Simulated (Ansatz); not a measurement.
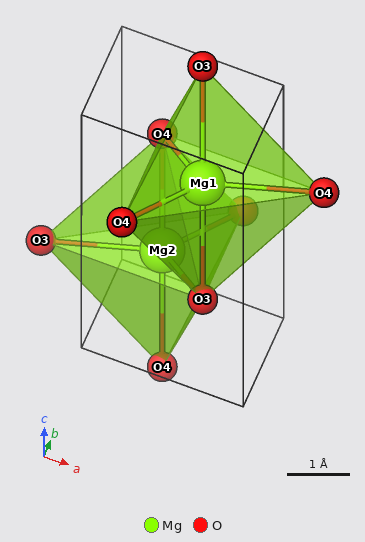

Fig. 1: The structure (polyhedral view of the cell of the calculation, seen at an oblique angle; polyhedra are completed across the faces of the cell; atoms are numbered from 1 in the order of the input).

# Two runs on MgO

System: MgO (4 atoms in the cell).
Method of run 1: DFT, PBE, plane waves, PAW, no spin polarisation (Ansatz 0.2.0).

The structure derives from a Materials Project entry. The geometry comes from this level: r2SCAN. Text and figures count atoms from 1; the logs count them from 0 in places.

**Input, run 1**
```yaml
crystal:
  lattice:
    - [3.4840796602, 0.0, 0.0]
    - [-1.7420398301, 3.0173014945, 0.0]
    - [0.0, 0.0, 4.1853171886]
  atoms:
    - { symbol: Mg, position: [0.6666666667, 0.3333333333, 0.75] }
    - { symbol: Mg, position: [0.3333333333, 0.6666666667, 0.25] }
    - { symbol: O, position: [0.6666666667, 0.3333333333, 0.25] }
    - { symbol: O, position: [0.3333333333, 0.6666666667, 0.75] }
kpoints:
  mp_grid: { grid: [12, 12, 6] }
  band_path:
    path:
      - [0.0, 0.0, 0.0]
      - [0.5, 0.0, 0.0]
      - [0.3333333333, 0.3333333333, 0.0]
      - [0.0, 0.0, 0.5]
      - [0.5, 0.0, 0.5]
      - [0.3333333333, 0.3333333333, 0.5]
    npoints: 1
hamiltonian:
  xc: pbe
scf:
  occupations: { method: fixed }
  n_extra_bands: 5
output:
  forces: true
  stress: true
  eigenvalues: true
```

Command:
```bash
ansatz run input.yaml --threads 2 --pin off --max-ram 2764MiB --backend cpu --events-out ev --progress --plain --runs-dir out
```

Hardware: 2 threads of Arm Neoverse V2, 24 GiB of memory available, shared host.

**Output, shortened to warnings, some set-up lines, iterations and results (run 1)**
```
Basis set: ecut = 420 eV, 823 PW (Γ), exchange–correlation on 48×48×60 points (8 copies of the dense FFT grid, shifted against one another)
Symmetry: 24 space group operations
k-points: 76 of 864
Initial density: superposition of atomic densities (neutral atoms: chi_scale 0, normalization atom), corrected by the library's trained network
[...]
SCF iter   1: F=—  HF=-4988.118429 eV  |F-HF|=—  |Δ(HF+E_count)|=         —  Δρ=1.18e-3  dr2=2.69e-4  ethr=1.77e-3  ⟨swp⟩=4.8  Hψ=6520  notcnv=0  defer=223
SCF iter   2: F=—  HF=-4988.118276 eV  |F-HF|=—  |Δ(HF+E_count)|=   1.54e-4  Δρ=5.90e-4  dr2=7.41e-5  ethr=8.39e-7  ⟨swp⟩=2.1  Hψ=3577  notcnv=0  defer=228
SCF iter   3: F=—  HF=-4988.118836 eV  |F-HF|=—  |Δ(HF+E_count)|=   5.61e-4  Δρ=2.35e-4  dr2=1.69e-5  ethr=2.31e-7  ⟨swp⟩=2.9  Hψ=2848  notcnv=0  defer=228
SCF iter   4: F=—  HF=-4988.118857 eV  |F-HF|=—  |Δ(HF+E_count)|=   2.08e-5  Δρ=4.86e-5  dr2=7.22e-7  ethr=5.29e-8  ⟨swp⟩=2.5  Hψ=2524  notcnv=0  defer=228
SCF iter   5: F=—  HF=-4988.118857 eV  |F-HF|=—  |Δ(HF+E_count)|=   3.14e-7  Δρ=3.92e-5  dr2=4.35e-7  ethr=2.26e-9  ⟨swp⟩=2.0  Hψ=2736  notcnv=0  defer=228
SCF iter   6: F=-4988.118857 eV  HF=-4988.118857 eV  |F-HF|=1.67e-8  |Δ(HF+E_count)|=   5.59e-8  Δρ=5.98e-6  dr2=1.19e-8  ethr=3.13e-10  ⟨swp⟩=7.9  Hψ=7938  notcnv=0
SCF 1 converged in 6 iterations: F = -4988.118857 eV  dr2 = 1.19e-8
NSCF: frozen V_eff on 6 k-points
SCF converged after 6 iterations
Free energy (F): -4988.118857 eV
Harris-Foulkes:  -4988.118857 eV  (|F-HF|=1.67e-8)
Internal energy: -4988.118857 eV  (E = F + TS)
E sigma→0 (E₀):  -4988.118857 eV
Fermi energy:    6.211496 eV
--- Per-component energies (eV) ---
  E_band       = -645.717089
  E_kinetic    = 510.473082
  E_local      = -3646.737541  (includes V_loc(G=0)·N_el)
  E_nonlocal   = 285.881744
  E_hartree    = 1299.094819
  E_xc         = -209.900796
  E_vxc        = -268.876583  (∫ρ·V_xc dr)
  E_paw        = -899.959473  (= ΣΔE_a)
  E_vpaw       = -124.653481  (= ΣTr[D̂ρ^β])
  E_aug_tail   = 0.004992  (compensation charges beyond the density's cutoff)
  E_ewald      = -2326.975684
  E_smearing   = -0.000000  (= −TS)
  E_closure    = -0.000000  (closes the sum)
  Σ components = -4988.118857   (vs F -4988.118857, Δ=0.00e0)
--- Forces (eV/Å), atoms counted from 1 ---
  atom   1  Mg     0.00000000     0.00000000     0.00000000
  atom   2  Mg     0.00000000    -0.00000000    -0.00000000
  atom   3  O      0.00000000     0.00000000     0.00000000
  atom   4  O     -0.00000000    -0.00000000     0.00000000
  max |Σ_I F_I| component: 1.85e-17 eV/Å
--- Stress (GPa, compression-positive) ---
        4.256266       0.000000      -0.000000
        0.000000       4.256266      -0.000000
       -0.000000      -0.000000       4.884744
  P = ⅓ Tr σ = 4.4658 GPa (44.658 kbar)
```

For run 2 the input was changed thus:
```diff
-  xc: pbe
+  xc: r2scan
```

Predict how the results change.

The total energies belong to different methods, so their difference says nothing on which is more stable or more accurate. The gap on the mesh goes from 3.45 to 4.09 eV. The pressure goes from 4.47 to 0.04 GPa. The functional changes from PBE to r2SCAN. The SCF takes 7 iterations against 6. The default cutoff goes from 420 to 500 eV with the change. The plane waves at Γ go from 823 to 1131.

**Output, shortened to warnings, some set-up lines, iterations and results (run 2)**
```
Basis set: ecut = 500 eV, 1131 PW (Γ), exchange–correlation on 108×108×128 points (64 copies of the dense FFT grid, shifted against one another)
Symmetry: 24 space group operations
k-points: 76 of 864
Initial density: superposition of atomic densities (neutral atoms: chi_scale 0, normalization atom), corrected by the library's trained network
[...]
SCF iter   1: F=—  HF=-4996.280067 eV  |F-HF|=—  |Δ(HF+E_count)|=         —  Δρ=9.23e-3  dr2=2.06e-2  dr2_τ=1.39e-1  ethr=1.77e-3  ⟨swp⟩=4.8  Hψ=6784  notcnv=0  defer=221
SCF iter   2: F=—  HF=-4996.421736 eV  |F-HF|=—  |Δ(HF+E_count)|=   1.42e-1  Δρ=4.67e-3  dr2=5.77e-3  dr2_τ=3.64e-4  ethr=6.42e-5  ⟨swp⟩=3.0  Hψ=3737  notcnv=0  defer=228
SCF iter   3: F=—  HF=-4996.421925 eV  |F-HF|=—  |Δ(HF+E_count)|=   1.89e-4  Δρ=1.56e-3  dr2=3.75e-4  dr2_τ=6.66e-5  ethr=1.80e-5  ⟨swp⟩=2.5  Hψ=2410  notcnv=0  defer=228
SCF iter   4: F=—  HF=-4996.421958 eV  |F-HF|=—  |Δ(HF+E_count)|=   3.28e-5  Δρ=5.32e-4  dr2=1.34e-4  dr2_τ=1.98e-5  ethr=1.17e-6  ⟨swp⟩=2.0  Hψ=2279  notcnv=0  defer=228
SCF iter   5: F=—  HF=-4996.421926 eV  |F-HF|=—  |Δ(HF+E_count)|=   3.19e-5  Δρ=9.47e-5  dr2=2.21e-6  dr2_τ=3.69e-7  ethr=4.18e-7  ⟨swp⟩=2.0  Hψ=2076  notcnv=0  defer=113
SCF iter   6: F=—  HF=-4996.421929 eV  |F-HF|=—  |Δ(HF+E_count)|=   2.97e-6  Δρ=1.86e-5  dr2=8.61e-8  dr2_τ=8.11e-9  ethr=3.13e-10  ⟨swp⟩=8.1  Hψ=8785  notcnv=0
SCF iter   7: F=-4996.421929 eV  HF=-4996.421929 eV  |F-HF|=4.13e-9  |Δ(HF+E_count)|=   2.75e-8  Δρ=5.26e-6  dr2=1.20e-8  dr2_τ=4.03e-10  ethr=2.69e-10  ⟨swp⟩=2.0  Hψ=5636  …
SCF 1 converged in 7 iterations: F = -4996.421929 eV  dr2 = 1.20e-8
NSCF: frozen V_eff on 6 k-points
SCF converged after 7 iterations
Free energy (F): -4996.421929 eV
Harris-Foulkes:  -4996.421929 eV  (|F-HF|=4.13e-9)
Internal energy: -4996.421929 eV  (E = F + TS)
E sigma→0 (E₀):  -4996.421929 eV
Fermi energy:    5.792135 eV
--- Per-component energies (eV) ---
  E_band       = -685.155204
  E_kinetic    = 511.743791
  E_local      = -3651.982230  (includes V_loc(G=0)·N_el)
  E_nonlocal   = 285.310246
  E_hartree    = 1302.929989
  E_xc         = -205.651364
  E_vxc        = -297.142356  (∫ρ·V_xc dr)
  E_paw        = -911.682433  (= ΣΔE_a)
  E_vpaw       = -158.417368  (= ΣTr[D̂ρ^β])
  E_aug_tail   = 0.002055  (compensation charges beyond the density's cutoff)
  E_vtau       = 19.470910  (kinetic-family band-sum trace: ∫τ·v_τ [+ j·A + Jᵃ·Aᵃ] dr)
  E_ewald      = -2326.975684
  E_core_change = -0.116298  (= ΣΔE_core)
  E_smearing   = -0.000000  (= −TS)
  E_closure    = 0.000000  (closes the sum)
  Σ components = -4996.421929   (vs F -4996.421929, Δ=0.00e0)
--- Forces (eV/Å), atoms counted from 1 ---
  atom   1  Mg     0.00000000     0.00000000     0.00000000
  atom   2  Mg    -0.00000000    -0.00000000    -0.00000000
  atom   3  O      0.00000000     0.00000000     0.00000000
  atom   4  O     -0.00000000    -0.00000000     0.00000000
  max |Σ_I F_I| component: 1.91e-17 eV/Å
--- Stress (GPa, compression-positive) ---
        0.041558       0.000000      -0.000000
        0.000000       0.041558      -0.000000
       -0.000000      -0.000000       0.028836
  P = ⅓ Tr σ = 0.0373 GPa (0.373 kbar)
```

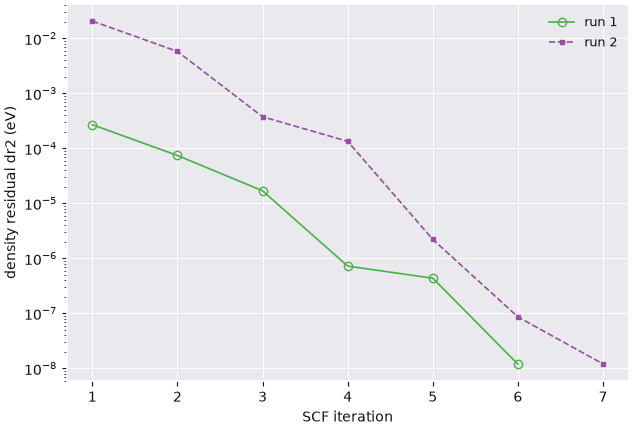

Fig. 2: Convergence of the two runs: density residual dr2 against the SCF iteration. Run 1 takes 6 iterations in all, and run 2 takes 7.

**The two runs side by side**

| quantity | run 1 | run 2 |
| --- | --- | --- |
| outcome | converged | converged |
| free energy per atom (eV) | −1247.0297 | −1249.1055 |
| gap on the mesh (eV) | 3.45 | 4.09 |
| pressure (GPa) | 4.47 | 0.04 |
| largest force (eV/Å) | 0.000 | 0.000 |
| SCF iterations | 6 | 7 |
| irreducible k-points | 76 | 76 |
| plane waves at Γ | 823 | 1131 |
| wall time (shared host) | 1.8 s | 4.9 s |
